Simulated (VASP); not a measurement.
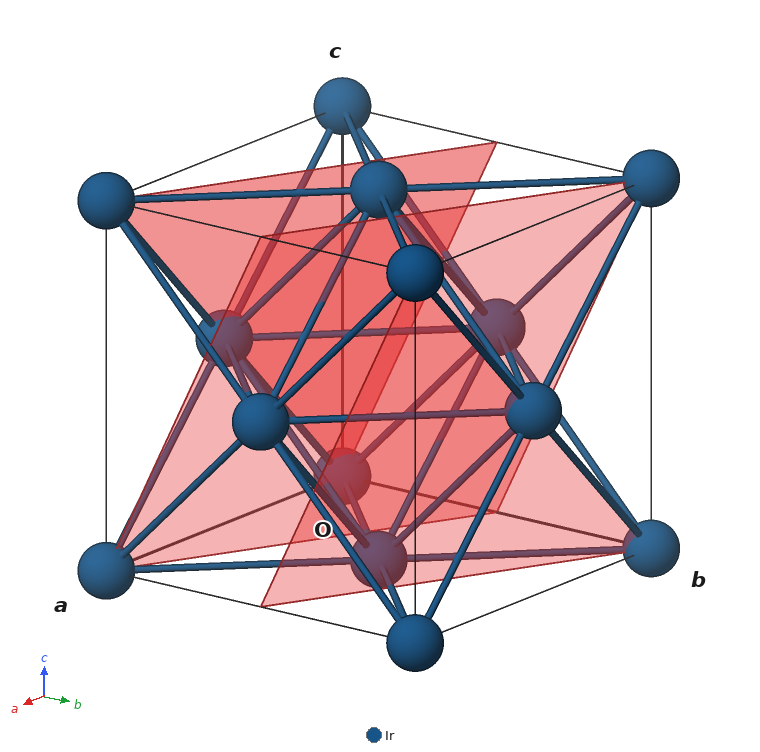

For Ir, an entry of the Crystallography Open Database, as set up for an electronic-structure calculation: every member of one family of equally spaced planes, hx + ky + lz = a whole number, that cuts the unit cell is shaded (one member passes through the origin O). The drawing is computed from the coordinates (standard cell, symmetry found to 0.002 Å).

a = 3.831 Å, b = 3.831 Å, c = 3.831 Å, α = 90.00°, β = 90.00°, γ = 90.00°.

Which (hkl) family is drawn?

Answer. (1 2 −1); the opposite sign names the same planes. The member next to the origin meets the axes a at 1, b at 1/2, c at −1.

What is the spacing?

Answer. d = 1.564 Å.

Which atoms of the cell lie in these planes (within 0.03 Å)?

Answer. 2 of the 4 Ir.

The space group is Fm-3m, No. 225. How many reflections hkl are equivalent to this one (itself included), and does it occur?

Answer. 24 reflections are equivalent in the Laue class m-3m. The reflection is systematically absent, by the centring.
